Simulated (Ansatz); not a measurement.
**Run report: C62N (charge +1), geometry relaxation (part 2 of 2)**

Continued. System: C62N (defect cell, 63 atoms in the cell, total charge +1). Method: DFT PBEsol, scalar-relativistic, plane waves, PAW, PAW set soft_1, no spin polarisation (Ansatz 0.2.0); cutoff 420 eV, 2×2×2 k-mesh, Gaussian smearing of 0.05 eV. It belongs to a series of runs on one base structure; here: end point B relaxed.

Output, continued:
```
  atom  48  C     -0.00375071    -0.00472975     0.00488751
  atom  49  C     -0.00076371     0.00076371     0.00103074
  atom  50  C     -0.00276502     0.00321399    -0.00321399
  atom  51  C      0.00263023     0.00293771    -0.00211118
  atom  52  N     -0.00180874     0.00180874    -0.00180874
  atom  53  C     -0.00224202     0.00081495    -0.00224202
  atom  54  C      0.00488751     0.00375071     0.00472975
  atom  55  C     -0.00009050     0.00340724     0.00391746
  atom  56  C     -0.00232613    -0.00954452     0.00954452
  atom  57  C      0.00077248    -0.00077248    -0.00210955
  atom  58  C      0.00954452     0.00232613     0.00954452
  atom  59  C     -0.00150863     0.00112050    -0.00150863
  atom  60  C      0.00102848     0.00275903     0.00264391
  atom  61  C     -0.00427725     0.00427725     0.00500524
  atom  62  C      0.00472975     0.00375071     0.00488751
  atom  63  C      0.00391746     0.00340724    -0.00009050
  max |Σ_I F_I| component: 2.11e-6 eV/Å
--- Band table (eV) ---
  k-point 0: bands = ["-8.5631", "-6.9670", "-6.2437", "-6.2437", "-6.2359", "-6.2359", "-5.9264", "-4.9311", "-4.1420", "-4.1420", "-4.0804", "-4.0804", "-4.0598", "-4.0598", "-3.9849", "-3.9797", "-3.9668", "-3.9668", "-3.3169", "-2.9435", "-2.7243", "-2.7243", "-2.2957", "-0.4176", "-0.4176", "-0.4149", "-0.3992", "-0.1667", "0.1329", "0.1329", "0.3123", "0.3123", "0.4542", "0.6540", "0.8415", "0.8415", "0.9560", "0.9560", "0.9855", "1.0297",
      "1.0297", "1.0714", "1.1472", "1.1472", "2.9924", "3.8971", "3.8971", "4.0584", "4.1396", "4.1633", "4.1662", "4.1662", "4.2775", "4.2775", "4.3696", "4.3696", "4.4790", "4.4790", "4.5235", "4.5568", "4.5568", "4.5572", "4.6189", "4.6189", "4.6335", "4.8715", "4.9010", "4.9563", "4.9563", "5.1549", "5.1549", "5.2071", "5.2677", "5.2677", "5.2971", "5.2971", "5.3278", "5.9607", "5.9681", "5.9681",
      "6.5428", "6.5428", "6.6666", "6.8585", "6.8973", "6.8973", "7.3913", "8.3184", "8.3184", "8.3732", "8.4344", "8.4344", "8.5969", "8.5969", "8.6875", "8.7078", "8.7240", "8.7240", "8.8270", "8.8270", "8.8919", "9.2287", "9.2545", "9.2545", "9.6102", "9.6102", "9.7450", "9.7981", "9.7981", "9.8632", "9.9455", "9.9455", "10.0174", "10.0190", "10.0622", "10.0622", "10.1278", "10.1278", "10.1803", "10.1803",
      "10.2833", "10.6085", "11.9857", "12.3107", "12.3107", "13.5634", "14.4470", "14.4470", "17.1895", "17.3241", "17.3241", "17.4582", "17.4582", "17.4644", "17.6776", "17.7360", "17.7360", "17.8084", "17.8084", "18.1116", "18.7980", "18.7980", "18.8616", "20.4573", "20.7057", "20.7208", "20.7208", "20.7650", "20.7650", "20.9341", "20.9341", "20.9710", "20.9739", "20.9739", "21.0696", "21.1533", "21.3058", "21.3058", "21.4097", "21.5353",
      "21.5353", "21.7162", "21.7162", "21.8645", "21.8794", "21.8794", "22.4170", "22.5853", "22.5853", "22.7101", "22.7901", "22.8446", "22.8446", "22.9080", "22.9259", "22.9259", "22.9629", "22.9629", "23.0082", "23.1487", "23.1487", "23.3022", "23.3022", "23.3676", "23.3909", "23.3909", "23.4235", "23.4397", "23.5331"]
  k-point 1: bands = ["-8.1122", "-7.8977", "-6.5488", "-5.7639", "-5.6910", "-5.6715", "-5.6571", "-5.6441", "-5.6018", "-5.2720", "-4.2924", "-3.6596", "-3.5813", "-3.5693", "-3.5371", "-3.5267", "-3.5007", "-3.4975", "-3.4192", "-2.8496", "-1.9792", "-1.6052", "-1.5936", "-1.5710", "-1.5274", "-1.4944", "-1.4744", "-0.8733", "0.2451", "0.4301", "0.4935", "0.5271", "0.5696", "0.5949", "0.6096", "0.9522", "1.2062", "1.2921", "1.3226", "1.3351",
      "1.5063", "1.6023", "1.6142", "1.9694", "2.3928", "2.4114", "2.4339", "2.5267", "2.5894", "2.7131", "2.7311", "3.7678", "3.8671", "3.9597", "4.0008", "4.0183", "4.0418", "4.1613", "4.3342", "4.3623", "4.5191", "5.2773", "5.4929", "5.5288", "5.5756", "5.5966", "5.6571", "5.7162", "5.7328", "5.7718", "6.2469", "6.2472", "6.3930", "6.4076", "6.4486", "6.5934", "6.6569", "6.9584", "7.0347", "7.1064",
      "7.1675", "7.2167", "7.2820", "7.3010", "7.3374", "7.3464", "7.3826", "7.4029", "7.4259", "7.4376", "7.4579", "7.4691", "7.4715", "7.4957", "7.8746", "8.0020", "8.0222", "8.0513", "8.1231", "8.2828", "8.3521", "8.3701", "8.7129", "8.8782", "9.3581", "9.6573", "9.6720", "9.7967", "9.8368", "9.9117", "9.9910", "10.0152", "10.0280", "10.0434", "10.0658", "10.0787", "10.1396", "10.2096", "10.6958", "10.8491",
      "10.8893", "11.0099", "11.1051", "11.1100", "11.9407", "13.0121", "13.9566", "14.1807", "17.0576", "17.1558", "18.0467", "18.4301", "19.1434", "19.3503", "19.4044", "19.4434", "19.4710", "19.4938", "19.5798", "19.5809", "19.6095", "19.6144", "19.6366", "19.7309", "19.7921", "19.8548", "19.9433", "19.9663", "19.9959", "20.0964", "20.6746", "20.7403", "20.7787", "20.8068", "20.8743", "20.9820", "21.0108", "21.0382", "21.0542", "21.0839",
      "21.1270", "21.1568", "21.3473", "21.3599", "21.4252", "21.4646", "21.5250", "21.5825", "21.7401", "21.8536", "21.9087", "21.9268", "22.0556", "22.0958", "22.2234", "22.3857", "22.4033", "22.4960", "22.6927", "22.8687", "22.8968", "22.9122", "22.9348", "22.9519", "22.9525", "22.9967", "23.0803", "23.0826", "23.1507"]
  k-point 2: bands = ["-7.7708", "-7.3749", "-7.3735", "-7.2291", "-5.8856", "-5.1706", "-5.1683", "-5.1424", "-5.1120", "-5.1115", "-5.1043", "-4.6865", "-3.5298", "-3.0235", "-3.0146", "-2.9527", "-2.9397", "-2.9358", "-2.8693", "-2.4933", "-2.1362", "-1.7680", "-1.7439", "-1.7330", "-1.6932", "-1.6892", "-1.6508", "-1.0245", "-0.2362", "-0.0254", "-0.0247", "0.1794", "0.4487", "0.4856", "0.5231", "0.5497", "0.6786", "0.7245", "0.8387", "0.9541",
      "1.1240", "1.2547", "1.3601", "2.4005", "3.4233", "3.4406", "3.4885", "3.5766", "3.6229", "3.6899", "3.6922", "3.7518", "3.8052", "3.8319", "3.8545", "3.8664", "3.8961", "3.9239", "3.9390", "3.9779", "4.1484", "4.3727", "4.4664", "5.5229", "5.6916", "5.7922", "5.8517", "5.9354", "5.9957", "6.0405", "6.1461", "6.2976", "6.3155", "6.4541", "6.4836", "6.5936", "6.6490", "6.7795", "6.8265", "6.8307",
      "6.9396", "6.9805", "7.0132", "7.0471", "7.2059", "7.2477", "7.3025", "7.4835", "7.5610", "7.6469", "7.7076", "8.0443", "8.2111", "8.2407", "8.2737", "8.3309", "8.3319", "8.3709", "8.5204", "8.5543", "8.8305", "8.9921", "9.0087", "9.1490", "9.2333", "9.3214", "9.3423", "9.3462", "9.3846", "9.4658", "9.5109", "9.5878", "9.5882", "9.6316", "9.6683", "9.7074", "9.7177", "9.7532", "9.7782", "9.7956",
      "11.1713", "11.3885", "11.4092", "12.0785", "12.1443", "12.9792", "13.9800", "14.3155", "18.3400", "18.4831", "18.5795", "18.8629", "18.9193", "19.1094", "19.1799", "19.2035", "19.2608", "19.2793", "19.3318", "19.4152", "19.5813", "19.6645", "19.6720", "19.7760", "19.7957", "19.8700", "19.8819", "19.9052", "20.1314", "20.1620", "20.3672", "20.4734", "20.7271", "20.8891", "20.9280", "20.9289", "21.0102", "21.0185", "21.0393", "21.0579",
      "21.1119", "21.1696", "21.1741", "21.2635", "21.3125", "21.3284", "21.3609", "21.3643", "21.5128", "21.5129", "21.6135", "21.7326", "21.7437", "21.7439", "21.8500", "21.9806", "22.1690", "22.2437", "22.3341", "22.3690", "22.4002", "22.4786", "22.6690", "22.7336", "22.7602", "22.8834", "22.8856", "22.8952", "22.9006"]
  k-point 3: bands = ["-7.5447", "-6.8423", "-6.8423", "-6.8034", "-6.7772", "-6.7706", "-6.7706", "-6.4292", "-4.0530", "-2.7091", "-2.7091", "-2.6197", "-2.6197", "-2.5338", "-2.5338", "-2.5097", "-2.4832", "-2.4830", "-2.4830", "-2.4753", "-2.4753", "-2.4674", "-2.4643", "-2.4643", "-2.4608", "-2.4405", "-2.4405", "-2.4076", "-2.3750", "-2.2867", "-2.2867", "-0.3489", "1.6521", "1.8766", "1.8766", "1.9879", "2.0307", "2.0307", "2.0591", "2.0813",
      "2.1029", "2.1029", "2.1400", "2.1400", "2.1685", "2.1685", "2.1705", "2.1869", "2.1947", "2.1947", "2.2325", "2.2325", "2.5434", "2.8042", "2.8042", "4.5301", "5.6722", "5.6722", "5.8076", "5.9816", "5.9816", "6.0345", "6.0956", "6.0969", "6.0969", "6.1355", "6.1569", "6.1569", "6.1823", "6.2009", "6.2009", "6.2192", "6.2376", "6.2476", "6.2476", "6.2585", "6.2718", "6.2718", "6.2883", "6.3060",
      "6.3060", "6.3422", "6.3960", "6.3960", "6.9664", "6.9927", "6.9927", "7.5889", "7.5889", "7.8325", "7.8674", "7.8674", "8.0095", "8.0095", "8.0237", "8.0380", "8.0457", "8.0457", "8.0565", "8.0637", "8.0637", "8.0690", "8.1214", "8.1290", "8.1290", "8.1639", "8.1639", "8.2721", "9.4511", "9.6606", "9.6606", "10.3665", "10.9441", "10.9441", "11.0345", "11.0345", "11.1032", "11.1346", "11.1346", "11.1417",
      "11.1905", "11.1905", "11.2244", "11.2244", "11.2936", "13.2547", "14.2964", "14.2964", "18.2578", "18.7570", "18.7570", "18.8050", "18.8093", "18.8180", "18.8180", "18.8793", "18.8793", "18.9345", "18.9345", "18.9572", "18.9802", "18.9802", "19.0046", "19.0241", "19.0343", "19.0343", "19.3003", "19.3003", "19.3187", "19.5533", "19.5533", "19.8156", "20.4860", "20.5702", "20.5702", "20.5887", "20.5887", "20.6873", "20.6873", "20.7038",
      "20.7309", "20.7309", "20.7485", "20.8538", "20.8538", "20.9192", "20.9798", "21.1088", "21.1088", "21.1255", "21.1816", "21.1816", "21.8820", "22.1993", "22.1993", "22.4371", "23.8671", "23.9543", "23.9543", "24.0812", "24.1210", "24.1210", "24.1569", "24.1935", "24.1935", "24.2153", "24.2316", "24.2316", "24.2778"]
--- Relaxed structure (5 steps of the walk, 5 accepted, 0 SCFs on fresh bases) ---
  F+E_penalty+E_count = -15679.98222475 eV   max|allowed force component| = 9.545e-3 eV/Å
  atoms:
    - { symbol: C, position: [0.49983980019569035, 0.00016019980430961295, -0.00016019980430961295] }
    - { symbol: C, position: [0.6250052589835424, 0.12582496521777448, 0.12500525898354228] }
    - { symbol: C, position: [0.7503746828080886, 0.2511371389269451, 0.0008808063478279233] }
    - { symbol: C, position: [0.8757231189715008, 0.3779835096969105, 0.12706496408009668] }
[...]
    - { symbol: C, position: [0.7495099210472617, 0.0014555009228326774, 0.2495099210472617] }
    - { symbol: C, position: [0.8754467364823144, 0.12528125203249166, 0.37544673648231447] }
    - { symbol: C, position: [-0.0005354748857282368, 0.0002926064201364761, -0.0002926064201364761] }
    - { symbol: C, position: [0.1258018757141101, 0.124337692223151, 0.12496107630292169] }
    - { symbol: C, position: [0.25011426085633875, 0.24988573914366125, 0.0007686317650375849] }
    - { symbol: C, position: [0.37566230777684895, 0.37419812428588983, 0.12496107630292169] }
    - { symbol: C, position: [0.49970739357986355, 0.5005354748857282, -0.0002926064201364761] }
    - { symbol: C, position: [0.6231970423009624, 0.6262489062948599, 0.12319704230096243] }
    - { symbol: C, position: [0.7495099210472617, 0.7504900789527382, -0.0014555009228326774] }
    - { symbol: C, position: [0.87375109370514, 0.8768029576990375, 0.12319704230096243] }
    - { symbol: C, position: [0.24886286107305486, -0.0008808063478279231, 0.2503746828080886] }
    - { symbol: C, position: [0.37624054104470894, 0.12375945895529099, 0.3744654678763785] }
    - { symbol: C, position: [0.5008808063478278, 0.2511371389269451, 0.2503746828080886] }
    - { symbol: C, position: [0.6270649640800966, 0.3779835096969105, 0.3757231189715008] }
    - { symbol: C, position: [0.7497180780596732, 0.5062055109146724, 0.24971807805967322] }
    - { symbol: C, position: [0.49970739357986355, 0.00029260642013647617, 0.49946452511427175] }
    - { symbol: C, position: [0.6249610763029217, 0.124337692223151, 0.62580187571411] }
    - { symbol: C, position: [0.7540015864782789, 0.25310047822749304, 0.4991580226035578] }
    - { symbol: C, position: [0.8691737658626844, 0.36315491268738154, 0.6368450873126182] }
    - { symbol: C, position: [0.7503746828080886, -0.0008808063478279231, 0.7488628610730549] }
    - { symbol: C, position: [0.8744654678763785, 0.12375945895529099, 0.8762405410447089] }
    - { symbol: C, position: [2.3734812516216435e-5, 0.4999762651874838, 0.0004185214401332284] }
    - { symbol: C, position: [0.12201649030308946, 0.6242768810284991, 0.12706496408009668] }
    - { symbol: C, position: [0.24886286107305486, 0.7496253171919113, 0.0008808063478279231] }
    - { symbol: C, position: [0.3741750347822254, 0.8749947410164575, 0.12500525898354228] }
    - { symbol: C, position: [-0.0008419773964421524, 0.25310047822749304, 0.254001586478279] }
    - { symbol: C, position: [0.13684508731261835, 0.36315491268738154, 0.3691737658626844] }
    - { symbol: C, position: [0.24689952177250696, 0.5008419773964422, 0.254001586478279] }
    - { symbol: C, position: [0.3747187479675083, 0.6245532635176855, 0.37544673648231447] }
    - { symbol: C, position: [0.4985444990771673, 0.7504900789527382, 0.2495099210472617] }
    - { symbol: C, position: [0.6231970423009624, 0.8768029576990375, 0.37375109370514] }
    - { symbol: C, position: [2.3734812516216398e-5, -0.0004185214401332283, 0.5000237348125162] }
    - { symbol: C, position: [0.1251305611711142, 0.12372500537832698, 0.6251305611711142] }
    - { symbol: C, position: [0.24959399045368721, 0.25040600954631276, 0.5015008392922771] }
    - { symbol: C, position: [0.37627499462167296, 0.37486943882888585, 0.6251305611711142] }
    - { symbol: C, position: [0.5004185214401332, 0.4999762651874838, 0.5000237348125162] }
    - { symbol: C, position: [0.6270649640800966, 0.6242768810284991, 0.6220164903030896] }
    - { symbol: C, position: [0.7497180780596732, 0.7502819219403267, 0.49379448908532764] }
    - { symbol: C, position: [0.8757231189715008, 0.8729350359199033, 0.6220164903030896] }
    - { symbol: C, position: [0.25011426085633875, -0.0007686317650375848, 0.7501142608563387] }
    - { symbol: C, position: [0.3752207067704759, 0.12477929322952398, 0.8752207067704758] }
    - { symbol: C, position: [0.5007686317650376, 0.24988573914366125, 0.7501142608563387] }
    - { symbol: C, position: [0.6249610763029217, 0.37419812428588983, 0.875662307776849] }
    - { symbol: C, position: [0.7540015864782789, 0.5008419773964422, 0.746899521772507] }
    - { symbol: C, position: [0.8754467364823144, 0.6245532635176855, 0.8747187479675081] }
    - { symbol: C, position: [-0.006205510914672274, 0.7502819219403267, 0.24971807805967322] }
    - { symbol: C, position: [0.12201649030308946, 0.8729350359199033, 0.3757231189715007] }
    - { symbol: N, position: [-0.1359909582289597, 0.6359909582289597, 0.3640090417710403] }
    - { symbol: C, position: [0.13684508731261835, 0.6308262341373155, 0.6368450873126181] }
    - { symbol: C, position: [0.24689952177250696, 0.745998413521721, 0.4991580226035578] }
    - { symbol: C, position: [0.37566230777684895, 0.8750389236970781, 0.62580187571411] }
    - { symbol: C, position: [0.0015008392922771455, 0.25040600954631276, 0.7495939904536871] }
    - { symbol: C, position: [0.1251305611711142, 0.37486943882888585, 0.876274994621673] }
    - { symbol: C, position: [0.24959399045368721, 0.4984991607077229, 0.7495939904536871] }
    - { symbol: C, position: [0.37624054104470894, 0.6255345321236214, 0.8762405410447089] }
    - { symbol: C, position: [0.5008808063478278, 0.7496253171919113, 0.7488628610730549] }
    - { symbol: C, position: [0.6250052589835424, 0.8749947410164575, 0.8741750347822255] }
    - { symbol: C, position: [-0.0008419773964421533, 0.745998413521721, 0.746899521772507] }
    - { symbol: C, position: [0.1258018757141101, 0.8750389236970781, 0.875662307776849] }
```

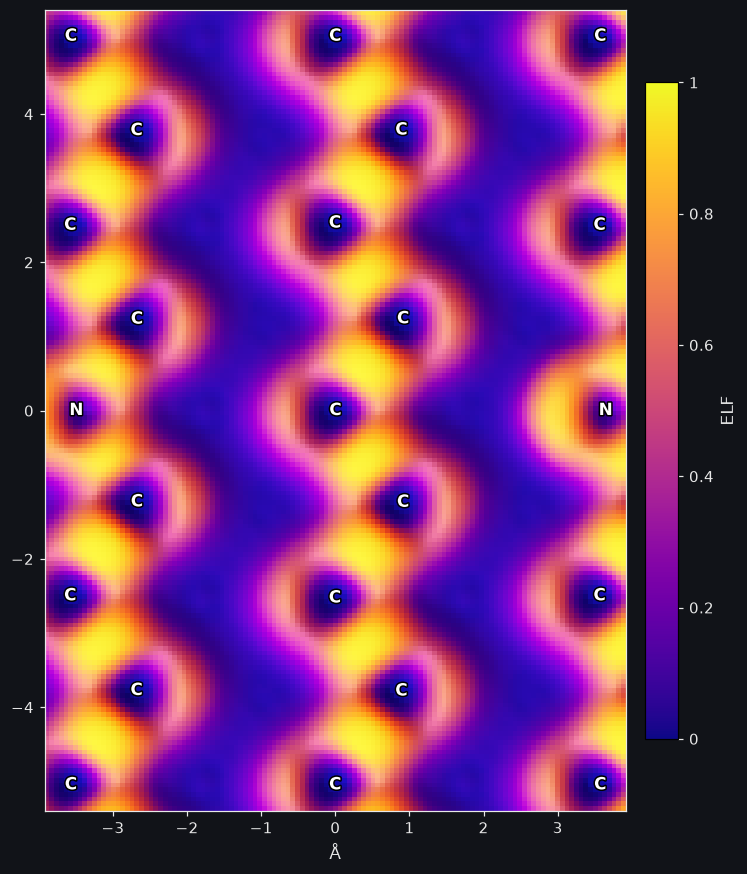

Fig. 1: Electron localisation function on the (101) plane of the calculation cell. The section cuts through C and N sites. C–C (1.58 Å): the ELF peaks at about 0.95 between the atoms (a shared electron pair). Core electrons are frozen (PAW), so the fields are smoothed inside the atomic spheres.
